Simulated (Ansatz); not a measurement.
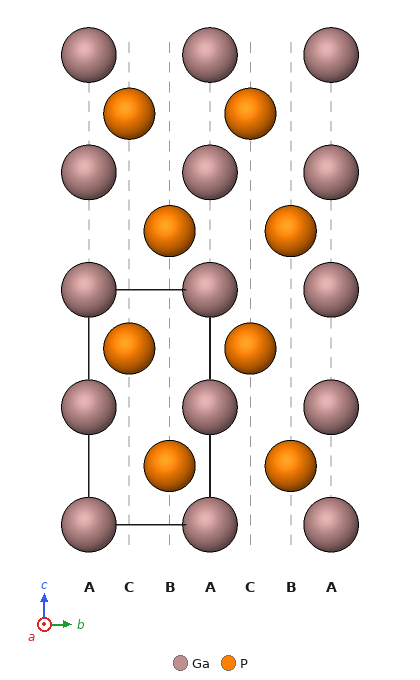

The picture looks along a close-packed row of the hexagonal mesh; c points upwards. The dashed lines mark the three columns A (0, 0), B (1/3, 2/3) and C (2/3, 1/3). The sequence starts with the first layer at or above the cell's origin.

GaP. Coordinates: the geometry relaxed with DFT, r2SCAN+rVV10, plane waves, PAW in Ansatz 0.2.0; the starting structure was generated, so it need not be a known form of this composition.

Question: Read off the stacking sequence over one period.

Answer: Ga(A) – P(B) – Ga(A) – P(C) (four layers in 6.02 Å).

Question: How are the P layers alone stacked?

Answer: P layers alone: BC, the hexagonal close-packed type.

Question: Which positions between or in the P layers do the other atoms fill?

Answer: Ga: two octahedral sites, counted in one hexagonal cell.

Heights of the layers:

```
layer  atoms (column)  height (Å)  to next (Å)
    1           Ga(A)        0.00         1.50
    2            P(B)        1.50         1.50
    3           Ga(A)        3.01         1.50
    4            P(C)        4.51         1.50
```
